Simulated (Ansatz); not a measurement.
## Geometry relaxation of TaN (part 1 of 2)

TaN (P6₃/mmc, 4 atoms in the cell), computed with DFT PBE, scalar-relativistic, plane waves, PAW, no spin polarisation (Ansatz 0.2.0).

The structure derives from an entry of the Crystallography Open Database. It belongs to a series of runs on one base structure; here: uniaxial strain along c, a, b and atoms relaxed: +6.0 %.

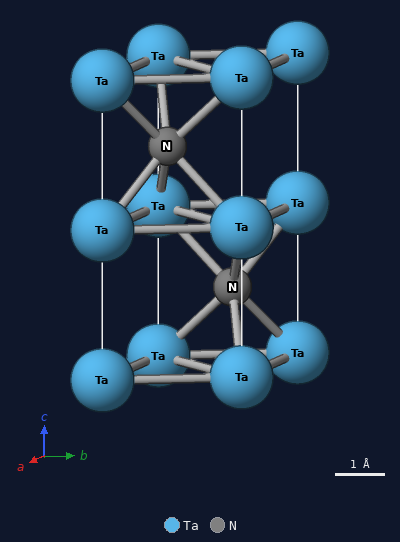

Figure 1. The starting structure (ball-and-stick view of the cell of the calculation, seen slightly off an axis).

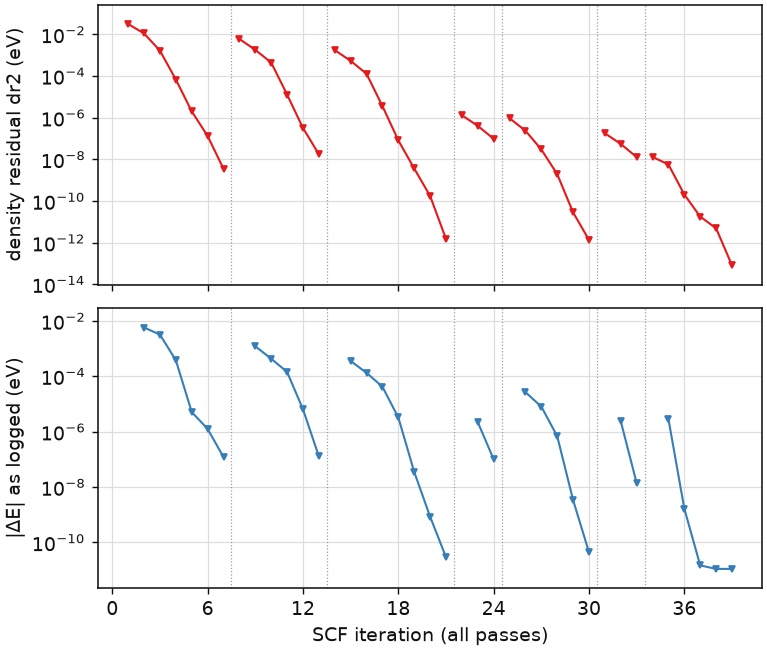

Figure 2. Convergence of the self-consistent field: density residual dr2 and size of the energy change against the SCF iteration. The dotted lines part the SCF passes of the relaxation: geometry steps, rejected trials and re-solves on a re-selected basis. The 7 passes take 3 to 8 iterations each, 39 in all.

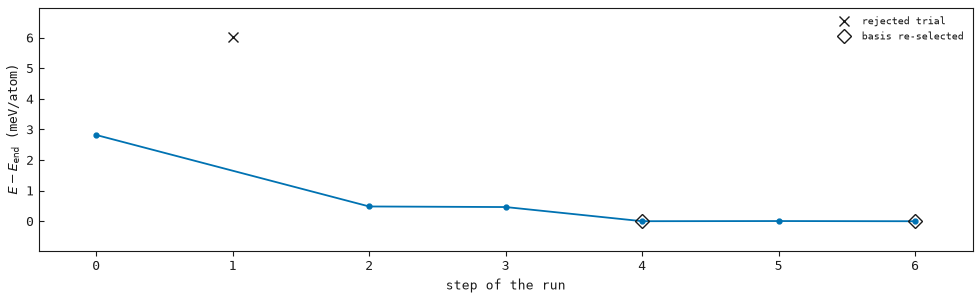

Figure 3. Progress of the relaxation, step by step (the first geometry is step 0 here and step 1 in the log).

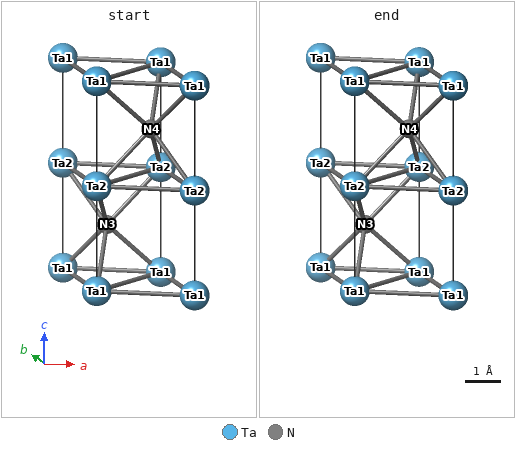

Figure 4. Before (left) and after (right) the relaxation, at one scale (ball-and-stick view of the cell of the calculation, seen slightly off an axis). The energy falls by 2.8 meV per atom in 4 geometry steps. All forces vanish by symmetry, so only the cell relaxes. The pressure goes from −9.40 to −13.34 GPa. The line search rejected the trial step at point 1 (counted from 0) and went back. 1 further SCF at an unchanged geometry re-selected the plane-wave basis for the new cell. No atom moves by more than 0.005 Å relative to the cell. Cell: a = b 2.873 → 2.894 Å (+0.7 %), c stays at 6.270 Å. Volume +1.4 %. Among the contacts that change: Ta1–Ta1 2.873 → 2.894 Å, Ta1–N3 2.282 → 2.291 Å. The space group stays P6_3/mmc (No. 194). The energy change given includes the shifts at the re-selections in mid-walk, which come without any move. A last SCF at the same geometry on a re-selected plane-wave basis shifts the energy by next to nothing (0.0 meV per atom). (Atoms are counted from 1 in the order of the input.)

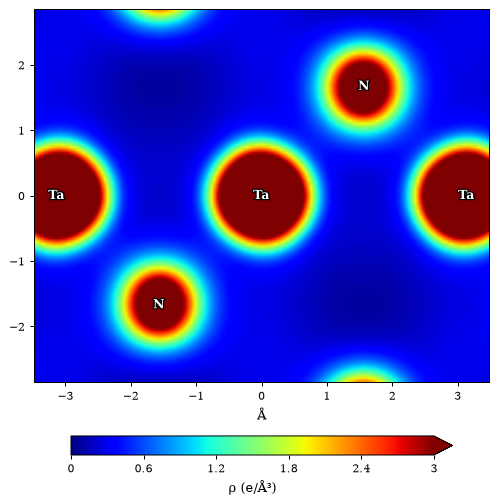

Figure 5. Valence electron density on the (110) plane of the conventional cell. Ta–N (2.29 Å): ρ is about 0.46 e/Å³ halfway. Away from the nuclei the density in this plane falls to 0.08 e/Å³ at its lowest. The fields are those of the smooth PAW valence density.

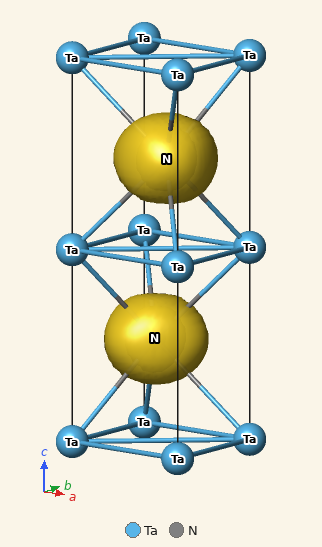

Figure 6. Isosurface of the ELF at 0.75 (yellow), seen slightly off an axis. Core shells and regions of very low density are left out. Sticks mark near contacts. The outline is the cell set on symmetry axes. Values along the shortest contacts: Ta–N (2.29 Å): the ELF is about 0.15 at the midpoint (a polar contact without a shared pair, in a metal). Ta–Ta (2.89 Å): the ELF is about 0.30 at the midpoint; no localised pair between them.

The input that produced these results follows, with the program's output.

Input:
```yaml
crystal:
  lattice:
    - [2.873344772, 0.0, 0.0]
    - [-1.436672386, 2.4883895664, 0.0]
    - [0.0, 0.0, 6.2697362409]
  atoms:
    - { symbol: Ta, position: [0.0, 0.0, 0.0] }
    - { symbol: Ta, position: [0.0, 0.0, 0.5] }
    - { symbol: "N", position: [0.3333333333, 0.6666666667, 0.25] }
    - { symbol: "N", position: [0.6666666667, 0.3333333333, 0.75] }
basis:
  ecutwfc: 420
kpoints:
  mp_grid: { grid: [24, 24, 10] }
hamiltonian:
  xc: pbe
scf:
  occupations: { method: gaussian, width: 0.1 }
output:
  forces: true
  stress: true
  eigenvalues: true
  write_density: true
  write_potential: true
  elf: true
  volumetric_format: npy
relax:
  adjacent_minimum: "off"
  f_tol: 0.008
  max_steps: 40
  cell: { stress_tol: 0.015, fix: [c, angles] }
```

Command:
```bash
ansatz run input.yaml --threads 1 --pin off --max-ram 2560MiB --backend cpu --events-out ev --progress --plain --runs-dir out
```

What the program printed:
```
Warning: crystal.symmetry: narrowed to the stabiliser of the fixed cell quantities (relax.cell.fix) — unitary ops 24 → 8. The narrowing is safe, since a smaller group never makes results wrong: the run goes on under it, on as many k-points as the starting group would need, or more. Excluded: 16 operations that would move a fixed cell quantity at a test strain (relax.cell.fix fixes c, alpha, beta, gamma). The cell can leave their symmetry as it relaxes.
Engine: ansatz 0.2.0, x86_64-unknown-linux-gnu
Pseudopotentials: kind: paw
Pseudopotential: Ta, paw, valence charge 13, recommended cutoff 420 eV (normal), Ta.paw.azcp
Pseudopotential: N, paw, valence charge 5, recommended cutoff 420 eV (normal), N.paw.azcp
Functional definition: PBE
  parameter kappa = 0.804
  parameter beta = 0.06672455060314922
  exchange = pbe_x(kappa = kappa, mu = beta*pi^2/3)
  correlation = pbe_c(beta = beta)
Crystal: 4 atoms, lattice volume = 44.829 Å³
Basis set: ecut = 420 eV, 897 PW (Γ), exchange–correlation on 40×40×90 points (8 copies of the dense FFT grid, shifted against one another)
Bands: 22, of which v1, the nominal top of the filled ones, is band 18 counted from 1 (17 counted from 0)
Symmetry: 8 space group operations
k-points: 942 of 5760
Non-local potential: Ta, projectors of the file, l = 0: 3, l = 1: 2, l = 2: 2, l = 3: 1
Non-local potential: N, projectors of the file, l = 0: 2, l = 1: 2, l = 2: 1
PAW form: soft (Blöchl's): semilocal exchange-correlation on the pseudo side does not see the compensation charge
PAW one-centre angular grid: Ta, 590 points (default); XC on 64 Gauss nodes
PAW one-centre angular grid: N, 110 points (default); XC on 64 Gauss nodes
Initial density: superposition of atomic densities (neutral atoms: chi_scale 0, normalization atom), corrected by the library's trained network
Initial wavefunctions: pseudopotential atomic-orbital guess
Functional: x = pbe(κ = 0.804, μ = 0.2195149727645171), c = pbe(β = 0.06672455060314922)
SCF iter   1: F=—  HF=-20635.856926 eV  |F-HF|=—  |Δ(HF+E_count)|=         —  Δρ=7.54e-3  dr2=3.10e-2  ethr=1.77e-3  ⟨swp⟩=5.1  Hψ=92581  notcnv=0
preconditioner: auto → Kerker (q_TF=auto, 2.630 Å⁻¹)  [metal: Δε(μ)=0.016 eV  Ē_g=9.001 eV  σ=0.100 eV  W_gap=0.09  n_scr=10 (ndim 8)  ℏωp=24.8 eV  f_vac=0.000  D(μ)=0.79/eV (n_scr^D=2)]
SCF iter   2: F=—  HF=-20635.851225 eV  |F-HF|=—  |Δ(HF+E_count)|=   5.70e-3  Δρ=4.69e-3  dr2=1.09e-2  ethr=8.61e-5  ⟨swp⟩=1.0  Hψ=28272  notcnv=0
SCF iter   3: F=—  HF=-20635.848048 eV  |F-HF|=—  |Δ(HF+E_count)|=   3.18e-3  Δρ=1.57e-3  dr2=1.62e-3  ethr=3.03e-5  ⟨swp⟩=2.1  Hψ=29104  notcnv=0
SCF iter   4: F=—  HF=-20635.847673 eV  |F-HF|=—  |Δ(HF+E_count)|=   3.74e-4  Δρ=4.64e-4  dr2=6.68e-5  ethr=4.49e-6  ⟨swp⟩=2.1  Hψ=28482  notcnv=0
SCF iter   5: F=—  HF=-20635.847679 eV  |F-HF|=—  |Δ(HF+E_count)|=   5.06e-6  Δρ=8.28e-5  dr2=1.98e-6  ethr=1.86e-7  ⟨swp⟩=2.6  Hψ=33678  notcnv=0
SCF iter   6: F=—  HF=-20635.847680 eV  |F-HF|=—  |Δ(HF+E_count)|=   1.24e-6  Δρ=1.97e-5  dr2=1.30e-7  ethr=5.51e-9  ⟨swp⟩=2.1  Hψ=27636  notcnv=0
SCF iter   7: F=-20635.847680 eV  HF=-20635.847680 eV  |F-HF|=6.04e-10  |Δ(HF+E_count)|=   1.19e-7  Δρ=3.12e-6  dr2=3.44e-9  ethr=2.78e-10  ⟨swp⟩=8.5  Hψ=127799  notcnv=0
the search or the solves at the SCF's close seem to have found levels that the self-consistency loop had missed (the run counts 2). By its estimate they hold under 1e-12 electrons; where the run keeps them, the occupations were computed again with them
SCF 1 converged in 7 iterations: F = -20635.847680 eV  dr2 = 3.44e-9
  greatest PAW one-centre occupation: 0.999 electrons in one spin orbital (limit 2), on the Ta atom at site 1 (counted from 0), in its partial waves of l = 0
relax step   1: F+E_penalty+E_count = -20635.84767987 eV  Δ(F+E_penalty+E_count) = +0.000e0 eV  max|allowed force component| = 8.790e-9 eV/Å  Δτ_max = 0.0000 Å  P = -9.403 GPa  Ω = 44.829 Å³  fix = [c, alpha, beta, gamma]  reactions: c -39.509 GPa; gamma +0.000 GPa/rad  (7 SCF iters, dr2 threshold 1.00e-7 eV, accepted)
Crystal: 4 atoms, lattice volume = 46.348 Å³
Basis set: ecut = 420 eV, 921 PW (Γ), exchange–correlation on 40×40×90 points (8 copies of the dense FFT grid, shifted against one another)
Initial density: handed on by an earlier stage of this run
Initial wavefunctions: those handed on with the density
iter 1 solved again at ethr=1.58e-5 eV; its pass at ethr=3.10e-3 eV (dr2=5.70e-3 eV) is discarded
SCF iter   1: F=—  HF=-20635.836630 eV  |F-HF|=—  |Δ(HF+E_count)|=         —  Δρ=3.60e-3  dr2=5.95e-3  ethr=1.58e-5  ⟨swp⟩=1.6  Hψ=136924  notcnv=0
preconditioner: auto → Kerker (q_TF=auto, 2.616 Å⁻¹)  [metal: Δε(μ)=0.006 eV  Ē_g=8.773 eV  σ=0.100 eV  W_gap=0.03  n_scr=10 (ndim 8)  ℏωp=24.4 eV  f_vac=0.000  D(μ)=0.87/eV (n_scr^D=2)]
SCF iter   2: F=—  HF=-20635.835425 eV  |F-HF|=—  |Δ(HF+E_count)|=   1.20e-3  Δρ=1.58e-3  dr2=1.77e-3  ethr=1.58e-5  ⟨swp⟩=2.0  Hψ=27990  notcnv=0
SCF iter   3: F=—  HF=-20635.834999 eV  |F-HF|=—  |Δ(HF+E_count)|=   4.26e-4  Δρ=8.08e-4  dr2=4.37e-4  ethr=4.92e-6  ⟨swp⟩=2.1  Hψ=27146  notcnv=0
SCF iter   4: F=—  HF=-20635.834857 eV  |F-HF|=—  |Δ(HF+E_count)|=   1.42e-4  Δρ=1.75e-4  dr2=1.27e-5  ethr=1.21e-6  ⟨swp⟩=2.0  Hψ=30081  notcnv=0
SCF iter   5: F=—  HF=-20635.834863 eV  |F-HF|=—  |Δ(HF+E_count)|=   6.38e-6  Δρ=3.07e-5  dr2=3.15e-7  ethr=1.11e-9  ⟨swp⟩=8.5  Hψ=163092  notcnv=0
SCF iter   6: F=-20635.834863 eV  HF=-20635.834863 eV  |F-HF|=3.06e-9  |Δ(HF+E_count)|=   1.27e-7  Δρ=6.41e-6  dr2=1.74e-8  ethr=8.76e-10  ⟨swp⟩=6.3  Hψ=137910  notcnv=0
SCF 2 converged in 6 iterations: F = -20635.834863 eV  dr2 = 1.74e-8
relax step   2: F+E_penalty+E_count = -20635.83486345 eV  Δ(F+E_penalty+E_count) = +1.282e-2 eV  max|allowed force component| = 6.744e-9 eV/Å  Δτ_max = 0.0000 Å  P = -18.320 GPa  Ω = 46.348 Å³  energy of the carried Pulay correction = -4.011e-3 eV  fix = [c, alpha, beta, gamma]  (6 SCF iters, dr2 threshold 4.00e-7 eV, rejected (line search))
Crystal: 4 atoms, lattice volume = 45.491 Å³
Basis set: ecut = 420 eV, 909 PW (Γ), exchange–correlation on 40×40×90 points (8 copies of the dense FFT grid, shifted against one another)
iter 1 solved again at ethr=4.55e-6 eV; its pass at ethr=3.10e-3 eV (dr2=1.64e-3 eV) is discarded
SCF iter   1: F=—  HF=-20635.857551 eV  |F-HF|=—  |Δ(HF+E_count)|=         —  Δρ=1.97e-3  dr2=1.72e-3  ethr=4.55e-6  ⟨swp⟩=1.9  Hψ=136976  notcnv=0
preconditioner: auto → Kerker (q_TF=auto, 2.624 Å⁻¹)  [metal: Δε(μ)=0.018 eV  Ē_g=8.876 eV  σ=0.100 eV  W_gap=0.10  n_scr=10 (ndim 8)  ℏωp=24.6 eV  f_vac=0.000  D(μ)=0.80/eV (n_scr^D=2)]
SCF iter   2: F=—  HF=-20635.857198 eV  |F-HF|=—  |Δ(HF+E_count)|=   3.53e-4  Δρ=8.76e-4  dr2=5.29e-4  ethr=4.55e-6  ⟨swp⟩=2.0  Hψ=28014  notcnv=0
SCF iter   3: F=—  HF=-20635.857066 eV  |F-HF|=—  |Δ(HF+E_count)|=   1.32e-4  Δρ=4.42e-4  dr2=1.26e-4  ethr=1.47e-6  ⟨swp⟩=2.2  Hψ=27644  notcnv=0
SCF iter   4: F=—  HF=-20635.857025 eV  |F-HF|=—  |Δ(HF+E_count)|=   4.14e-5  Δρ=9.57e-5  dr2=3.56e-6  ethr=3.50e-7  ⟨swp⟩=2.0  Hψ=30092  notcnv=0
SCF iter   5: F=—  HF=-20635.857028 eV  |F-HF|=—  |Δ(HF+E_count)|=   3.23e-6  Δρ=1.58e-5  dr2=8.06e-8  ethr=9.89e-9  ⟨swp⟩=2.8  Hψ=37454  notcnv=0
SCF iter   6: F=—  HF=-20635.857028 eV  |F-HF|=—  |Δ(HF+E_count)|=   3.49e-8  Δρ=2.94e-6  dr2=3.58e-9  ethr=2.24e-10  ⟨swp⟩=2.5  Hψ=30251  notcnv=0
SCF iter   7: F=—  HF=-20635.857028 eV  |F-HF|=—  |Δ(HF+E_count)|=  8.44e-10  Δρ=6.24e-7  dr2=1.73e-10  ethr=9.93e-12  ⟨swp⟩=2.0  Hψ=28098  notcnv=0
SCF iter   8: F=-20635.857028 eV  HF=-20635.857028 eV  |F-HF|=3.64e-12  |Δ(HF+E_count)|=  2.91e-11  Δρ=8.34e-8  dr2=1.49e-12  ethr=1.00e-12  ⟨swp⟩=4.2  Hψ=103740  notcnv=0
SCF 3 converged in 8 iterations: F = -20635.857028 eV  dr2 = 1.49e-12
relax step   3: F+E_penalty+E_count = -20635.85702812 eV  Δ(F+E_penalty+E_count) = -9.348e-3 eV  max|allowed force component| = 3.949e-9 eV/Å  Δτ_max = 0.0000 Å  P = -13.491 GPa  Ω = 45.491 Å³  energy of the carried Pulay correction = -1.765e-3 eV  fix = [c, alpha, beta, gamma]  reactions: c -40.074 GPa; gamma +0.000 GPa/rad  (8 SCF iters, accepted)
Crystal: 4 atoms, lattice volume = 45.468 Å³
iter 1 solved again at ethr=3.59e-9 eV; its pass at ethr=3.10e-3 eV (dr2=1.29e-6 eV) is discarded
```
